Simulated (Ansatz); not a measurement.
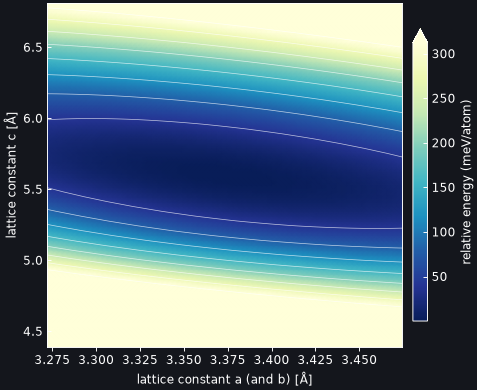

Energy landscape of TiSe2 (P-3m1, No. 164; 3 atoms in the cell). The energy is mapped over the lattice constants a and c of the conventional cell. First axis: lattice constant a (and b). Second axis: lattice constant c. Nothing is relaxed (fractional coordinates fixed). Grid: 7 × 7 points. Points are written as (first, second). All energies are given in meV/atom relative to the lowest grid point. The calculation used Ansatz 0.2.0, DFT LDA+D3(BJ), scalar-relativistic, plane waves, PAW. Settings: cutoff 520 eV, k-mesh 15×15×8 in the order of the run's cell vectors, gaussian smearing 0.15 eV, no spin polarisation.

Drawn: a smooth colour map with a few white contour lines, one colour for all values above the top of the scale. Between grid points the surface is interpolated. 

### Where are the wells?

The lowest grid point is at (3.373 Å, 5.60 Å). The highest grid point, (3.272 Å, 4.39 Å), lies 1044 meV/atom above the lowest.

The input of one point:

```yaml
crystal:
  lattice:
    - [3.3733158201, 0.0, 0.0]
    - [-1.6866579101, 2.9213771952, 0.0]
    - [0.0, 0.0, 5.6009382516]
  atoms:
    - { symbol: Ti, position: [0.0, 0.0, 0.0] }
    - { symbol: Se, position: [0.3333333333, 0.6666666667, 0.2762066462] }
    - { symbol: Se, position: [0.6666666667, 0.3333333333, 0.7237933538] }
basis:
  ecutwfc: 520.0
kpoints:
  mp_grid: { grid: [15, 15, 8] }
hamiltonian:
  xc: lda
  pseudopotentials: { kind: paw }
  dispersion: d3bj
scf:
  occupations: { method: gaussian, width: 0.15 }
output:
  forces: true
  stress: true
  eigenvalues: true
  write_density: true
  write_potential: true
  elf: true
  volumetric_format: npy
```

Each point was launched as `ansatz run input.yaml --threads 2 --pin off --max-ram 4096MiB --backend cpu --events-out ev --progress --plain --runs-dir out`. Time for the 49 points that were run: 14 min on 2 threads of Arm Neoverse N1, with other jobs on the host.
